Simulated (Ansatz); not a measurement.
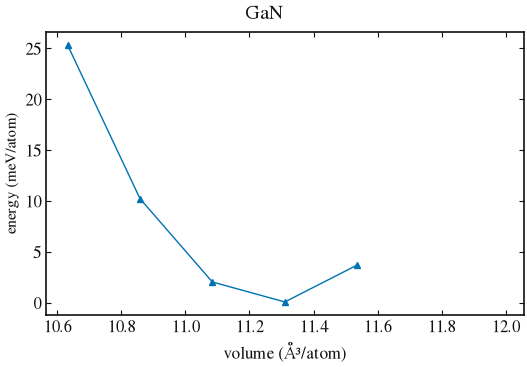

The plot gives the computed energy against volume for GaN, space group P6_3mc (No. 186).

The given structure:
```
CELL_PARAMETERS angstrom
3.18000 0.00000 0.00000
-1.59000 2.75396 0.00000
0.00000 0.00000 5.16600
ATOMIC_POSITIONS crystal
Ga 0.66667 0.33333 0.50000
Ga 0.33333 0.66667 0.00000
N 0.66667 0.33333 0.87500
N 0.33333 0.66667 0.37500
```

Method: plane-wave DFT, no spin polarisation; energies at scaled volumes of the given cell, shape and fractions fixed, counted from the fit's minimum, third-order Birch-Murnaghan fit (Ansatz 0.2.0). Level: r2SCAN with D3(BJ).

k mesh 10×10×5; occupations Fermi–Dirac; smearing width 0.05 eV; potentials Ansatz PAW; wave cutoff 500 eV; density cutoff 2000 eV.

The points at volume 11.76 Å³/atom and 11.99 Å³/atom are left out of the plot. What values does the calculation give there?

```
volume (Å³/atom)  energy (meV/atom)
           11.76              12.38
           11.99              25.57
```

Note: shape and atomic fractions are frozen while scaling, which makes layered, chain and framework solids too stiff.
